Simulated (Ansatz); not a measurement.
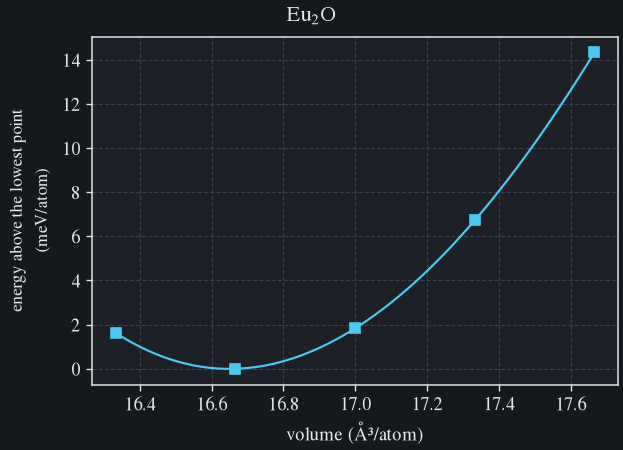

Plotted: energy above the lowest point against volume for Eu₂O, space group Fm-3m (No. 225) (one of a set of cubic test structures, which need not be the stable phase).

Calculation (Ansatz 0.2.0 development build): equation of state of a cubic crystal from periodic Kohn-Sham density functional theory without spin, third-order Birch-Murnaghan fit to the free energies; pressure corrected for the finite basis. Level: PBE.

```csv
setting,value
structure type,antifluorite
atoms in cell,3
space group number,225
lattice centring,face-centred primitive
k mesh,32×32×32
occupation method,Fermi–Dirac
occupation width,0.06123 eV
wave cutoff,420 eV
datasets,soft-1 PAW
density tolerance,1e-07 eV
bands,33
density cutoff ratio,4
search for lower states,default
```

From this curve and the settings, what does the calculation give for the pressure at the same points?

The pressure falls from 1.683 GPa at volume 16.33 Å³/atom to −4.261 GPa at 17.67 Å³/atom, and changes sign near 16.65 Å³/atom.

```csv
volume (Å³/atom),pressure (GPa)
16.33,1.683
16.67,-0.080
17.00,-1.646
17.33,-3.032
17.67,-4.261
```

Caveats: cubic model structure, not the ambient form; open f shell treated without spin.
